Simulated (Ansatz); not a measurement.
# KMgF3: 6 runs along one coordinate

System: KMgF3 (Pm-3m, 5 atoms in the cell).
Method: Kohn-Sham DFT of a periodic cell, PBE, Ansatz PAW, no spin polarisation (Ansatz 0.2.0).

The 6 runs differ only in the geometry, by an even scaling of the cell at fixed fractional positions. The structure derives from an entry of the Crystallography Open Database.

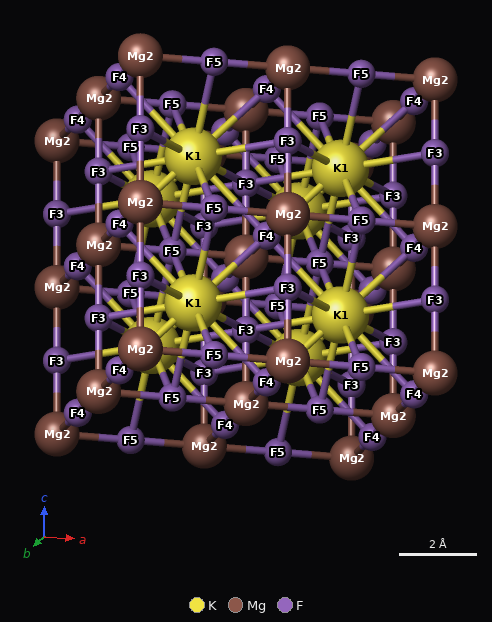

Figure 1. The structure of run 4 (ball-and-stick view of the cell of the calculation, repeated 2 × 2 × 2, seen at an oblique angle; atoms are numbered from 1 in the order of the input).

### Input of run 4
```yaml
crystal:
  lattice:
    - [3.9859, 0.0, 0.0]
    - [0.0, 3.9859, 0.0]
    - [0.0, 0.0, 3.9859]
  atoms:
    - { symbol: K, position: [0.5, 0.5, 0.5] }
    - { symbol: Mg, position: [0.0, 0.0, 0.0] }
    - { symbol: F, position: [0.0, 0.0, 0.5] }
    - { symbol: F, position: [0.0, 0.5, 0.0] }
    - { symbol: F, position: [0.5, 0.0, 0.0] }
hamiltonian:
  xc: pbe
  pseudopotentials: { kind: paw }
kpoints:
  mp_grid: { grid: [7, 7, 7] }
scf:
  occupations: { method: fermi_dirac, width: 0.05 }
output:
  forces: true
  stress: true
  eigenvalues: true
```

Command:
```bash
ansatz run input.yaml --threads 2 --pin off --max-ram 5120MiB --backend cpu --events-out ev --progress --plain --runs-dir out
```

Lattice vectors (Å) and fractional positions of run 4:
```
   3.985900    0.000000    0.000000
   0.000000    3.985900    0.000000
   0.000000    0.000000    3.985900
K   0.500000  0.500000  0.500000
Mg  0.000000  0.000000  0.000000
F   0.000000  0.000000  0.500000
F   0.000000  0.500000  0.000000
F   0.500000  0.000000  0.000000
```

Run 5 differs from it as follows:
```diff
-    - [3.9859, 0.0, 0.0]
-    - [0.0, 3.9859, 0.0]
-    - [0.0, 0.0, 3.9859]
+    - [4.012297458, 0.0, 0.0]
+    - [0.0, 4.012297458, 0.0]
+    - [0.0, 0.0, 4.012297458]
```

### Results, with one run withheld

| run | volume per atom (Å³) | free energy per atom, from the lowest run given (meV) | pressure (GPa) | gap on the mesh (eV) |
| --- | --- | --- | --- | --- |
| 1 | 11.905 | 38.14 | 9.60 | 7.86 |
| 2 | 12.159 | 24.69 | 7.46 | 7.69 |
| 3 | 12.412 | 14.44 | 5.52 | 7.52 |
| 4 | 12.665 | 7.13 | 3.78 | 7.37 |
| 5 | 12.918 | ? | ? | ? |
| 6 | 13.172 | 0.00 | 0.80 | 7.08 |

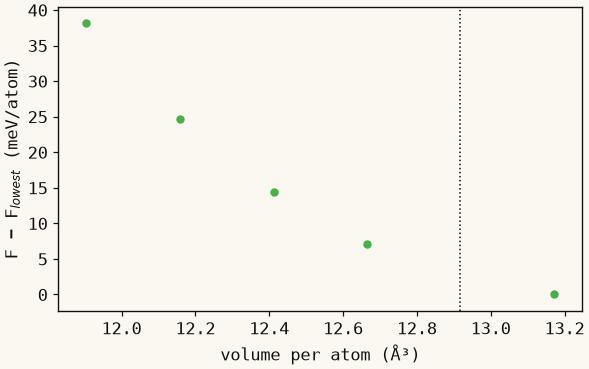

Figure 2. Free energy per atom of the runs given; the dotted line marks run 5.

What should run 5 give?

A cubic polynomial in V^(−2/3) (the Birch–Murnaghan form), fitted to the 5 runs given, misses them by at most 0.02 meV per atom. With x = V^(−2/3) − 0.18616 Å⁻², it reads F = 13.179 + 3291.2 x + 2.0068e+05 x² + 1.2545e+05 x³ (meV per atom). At run 5 it gives 2.39 meV per atom, and the run itself gives 2.37. The slope of the fit gives a pressure −dF/dV of 2.23 GPa there, and the run prints 2.22 GPa. The fit has no minimum inside this range. The gap on the mesh goes, without turning, from 7.86 eV in run 1 to 7.08 eV in run 6; run 5 has 7.22 eV. These are gaps of this functional on this mesh, which can miss the band edges; they aren't the measured gap.

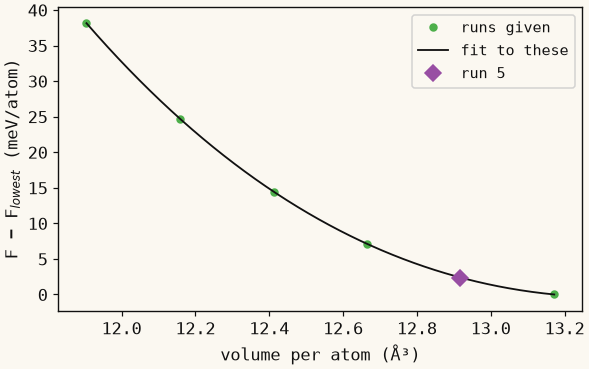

Figure 3. The fit and the withheld run.

### Output, shortened to warnings, some set-up lines, iterations and results (run 5)
```
Basis set: ecut = 420 eV, 1237 PW (Γ), exchange–correlation on 54×54×54 points (8 copies of the dense FFT grid, shifted against one another)
Symmetry: 48 space group operations
k-points: 20 of 343
Initial density: superposition of atomic densities (neutral atoms: chi_scale 0, normalization atom), corrected by the library's trained network
[...]
SCF iter   1: F=—  HF=-5894.723204 eV  |F-HF|=—  |Δ(HF+E_count)|=         —  Δρ=4.83e-4  dr2=4.34e-5  ethr=1.77e-3  ⟨swp⟩=6.0  Hψ=2418  notcnv=0
SCF iter   2: F=—  HF=-5894.723202 eV  |F-HF|=—  |Δ(HF+E_count)|=   1.92e-6  Δρ=3.12e-4  dr2=2.84e-5  ethr=1.09e-7  ⟨swp⟩=3.1  Hψ=1290  notcnv=0
SCF iter   3: F=—  HF=-5894.723322 eV  |F-HF|=—  |Δ(HF+E_count)|=   1.20e-4  Δρ=1.55e-4  dr2=8.39e-6  ethr=7.09e-8  ⟨swp⟩=2.0  Hψ=780  notcnv=0
SCF iter   4: F=—  HF=-5894.723334 eV  |F-HF|=—  |Δ(HF+E_count)|=   1.21e-5  Δρ=5.17e-5  dr2=1.29e-6  ethr=2.10e-8  ⟨swp⟩=2.0  Hψ=660  notcnv=0
SCF iter   5: F=—  HF=-5894.723335 eV  |F-HF|=—  |Δ(HF+E_count)|=   8.32e-7  Δρ=3.28e-5  dr2=4.44e-7  ethr=3.23e-9  ⟨swp⟩=2.8  Hψ=947  notcnv=0
SCF iter   6: F=-5894.723335 eV  HF=-5894.723335 eV  |F-HF|=2.03e-9  |Δ(HF+E_count)|=   5.04e-9  Δρ=3.78e-6  dr2=6.59e-9  ethr=2.50e-10  ⟨swp⟩=3.0  Hψ=1895  notcnv=0
SCF 1 converged in 6 iterations: F = -5894.723335 eV  dr2 = 6.59e-9
SCF converged after 6 iterations
Free energy (F): -5894.723335 eV
Harris-Foulkes:  -5894.723335 eV  (|F-HF|=2.03e-9)
Internal energy: -5894.723335 eV  (E = F + TS)
E sigma→0 (E₀):  -5894.723335 eV
Fermi energy:    6.344740 eV
--- Per-component energies (eV) ---
  E_band       = -507.797514
  E_kinetic    = 956.010720
  E_local      = -3760.464969  (includes V_loc(G=0)·N_el)
  E_nonlocal   = 327.829844
  E_hartree    = 1368.814407
  E_xc         = -407.020059
  E_vxc        = -513.631258  (∫ρ·V_xc dr)
  E_paw        = -1676.168039  (= ΣΔE_a)
  E_vpaw       = -255.174354  (= ΣTr[D̂ρ^β])
  E_aug_tail   = 0.006287  (compensation charges beyond the density's cutoff)
  E_ewald      = -2703.731526
  E_smearing   = -0.000000  (= −TS)
  E_closure    = -0.000000  (closes the sum)
  Σ components = -5894.723335   (vs F -5894.723335, Δ=0.00e0)
--- Forces (eV/Å), atoms counted from 1 ---
  atom   1  K      0.00000000     0.00000000     0.00000000
  atom   2  Mg    -0.00000000     0.00000000    -0.00000000
  atom   3  F      0.00000000    -0.00000000     0.00000000
  atom   4  F      0.00000000     0.00000000    -0.00000000
  atom   5  F     -0.00000000    -0.00000000     0.00000000
  max |Σ_I F_I| component: 4.19e-29 eV/Å
--- Stress (GPa, compression-positive) ---
        2.216175      -0.000000       0.000000
       -0.000000       2.216175       0.000000
        0.000000       0.000000       2.216175
  P = ⅓ Tr σ = 2.2162 GPa (22.162 kbar)
```
